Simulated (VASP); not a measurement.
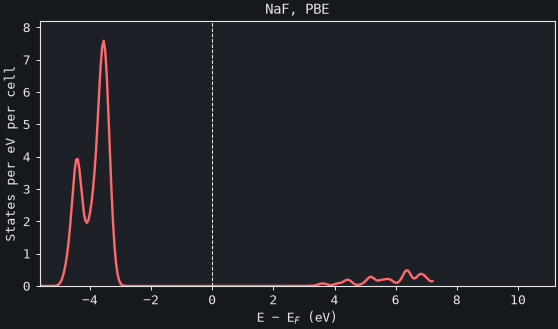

Density of states. Energies are counted from the Fermi level, put mid-gap where there is a gap. The curve is built from the levels of the k mesh with Gaussians 0.3 eV wide, which also blur the band edges.

Input of the run:

INCAR:
```
ENCUT = 520.000000
SIGMA = 0.020000
EDIFF = 1.00e-07
GGA = PE
PREC = Accurate
IBRION = -1
ISIF = 2
ISMEAR = -1
NBANDS = 14
NELM = 120
NSW = 0
LASPH = .TRUE.
LCHARG = .TRUE.
LELF = .TRUE.
LWAVE = .FALSE.
LREAL = .FALSE.
```

KPOINTS:
```
KPOINTS created by Atomic Simulation Environment
0
Gamma
10 10 10
0 0 0
```

POSCAR:
```
Na F
 1.0000000000000000
    -0.0101994263000000    2.2954681837000002    2.2954681837000002
     2.2954681837000002   -0.0101994263000000    2.2954681837000002
     2.2954681837000002    2.2954681837000002   -0.0101994263000000
 Na  F
   1   1
Cartesian
  0.0000000000000000  0.0000000000000000  0.0000000000000000
  2.2903684705500003  2.2903684705500003  2.2903684705500003
```

Run as:
```bash
mpirun -np 1 vasp_std
```

System: NaF, space group R-3m (No. 166), 2 atoms in the cell, rocksalt type, epitaxial (111) strain +0.4%.

Computed with VASP: DFT, PBE, plane waves, PAW, 10×10×10 k mesh, Fermi-Dirac smearing of 0.02 eV.

Question: Is there a gap at the Fermi level, and how wide?

Answer: There is a gap; over the k points computed it is 6.40 eV (direct among those points).

Question: How wide is the upper valence band?

Answer: The upper group of valence states starts about 1.6 eV under the valence-band top (which lies at −3.2 eV on this axis), with a gap beneath it; it holds about 6 electrons a cell.
